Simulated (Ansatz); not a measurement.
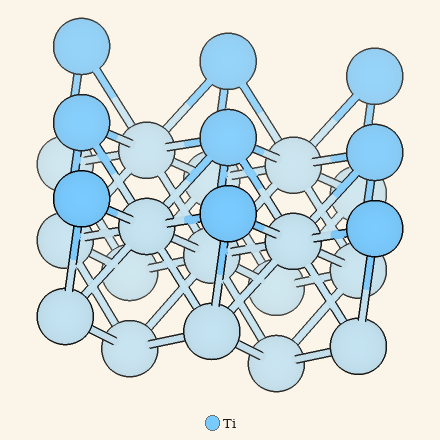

The system is O on a Ti(100) slab cut from the Im-3m phase, its upper half relaxed before the scan (16 atoms of substrate and one adsorbate in a 2 × 2 cell); the picture shows it without the atoms that are moved over the map. O is moved over the surface cell; relaxed at each place: the height of the adsorbate's atoms; substrate rigid; the origin of the map has the adsorbate above Ti13. Places are given modulo a cell vector. The map is drawn in real space over the plane of the surface. The grid has 6 × 6 points; 10 points were computed and 26 follow by symmetry. Places are given in fractions of the 1 × 1 surface cell. Energies are in eV, from the lowest grid point. The runs have no spin polarisation; a magnetic state may lie lower. Theory: DFT PBE, scalar-relativistic, plane waves, PAW (Ansatz 0.2.0). Settings: cutoff 420 eV, k-mesh 4×4×1, gaussian smearing 0.1 eV, no spin polarisation.

Range: position of O17 along the first surface vector from 0.000 to 0.833; position of O17 along the second surface vector from 0.000 to 0.833.

Predict the map.

Answer. The lowest grid point is at (2/6, 3/6) of the cell vectors [nearest 3 Ti at 2.03 Å]. The highest grid point, the top site over a surface Ti atom, (0/6, 0/6) of the cell vectors, lies 2.06 eV above the lowest. At the lowest point the adsorbate has 3 Ti at 2.03 Å as nearest neighbours, at the highest 1 Ti at 1.68 Å. Its relaxed height above the top atom is 0.48 Å at the lowest and 1.68 Å at the highest point.

```csv
"second ↓, first →",0/6,1/6,2/6,3/6,4/6,5/6
5/6,2.01,1.93,1.45,0.48,1.45,1.93
4/6,1.63,1.45,0.69,0.00,0.69,1.45
3/6,0.79,0.48,0.00,0.06,0.00,0.48
2/6,1.63,1.45,0.69,0.00,0.69,1.45
1/6,2.01,1.93,1.45,0.48,1.45,1.93
0/6,2.06,2.01,1.63,0.79,1.63,2.01
```

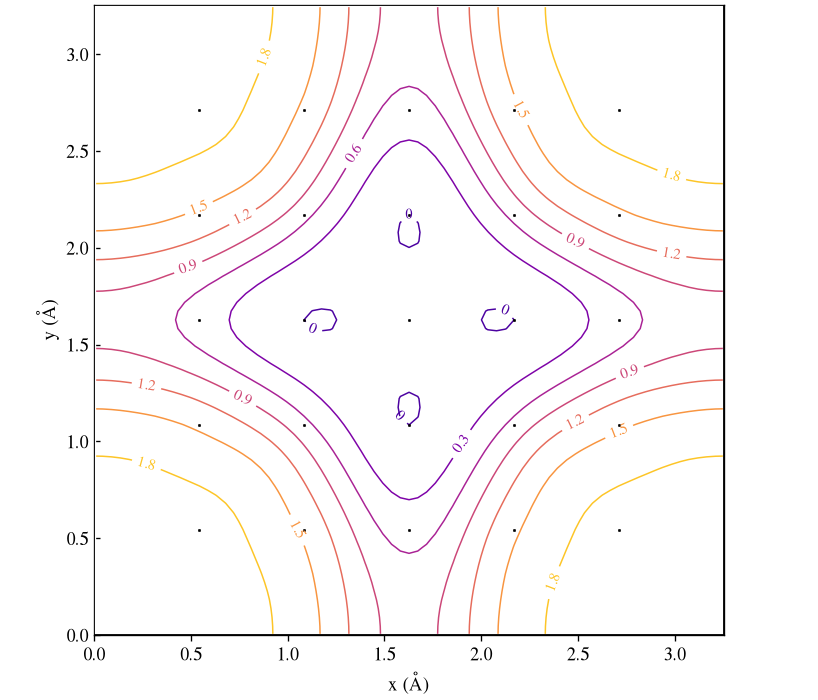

The picture shows contour lines labelled in eV, dots at the grid points, the outline of one cell of the plane. Between grid points the surface is interpolated.

Each point was launched as `ansatz run input.yaml --threads 4 --pin off --max-ram 12288MiB --backend cpu --events-out ev --progress --plain --runs-dir out`. The whole map (10 points run) took 20 min on 4 threads of Intel(R) Xeon(R) Platinum 8259CL CPU @ 2.50GHz (Skylake/Cascade Lake), with other jobs on the host.

PAW datasets: the set soft_1.
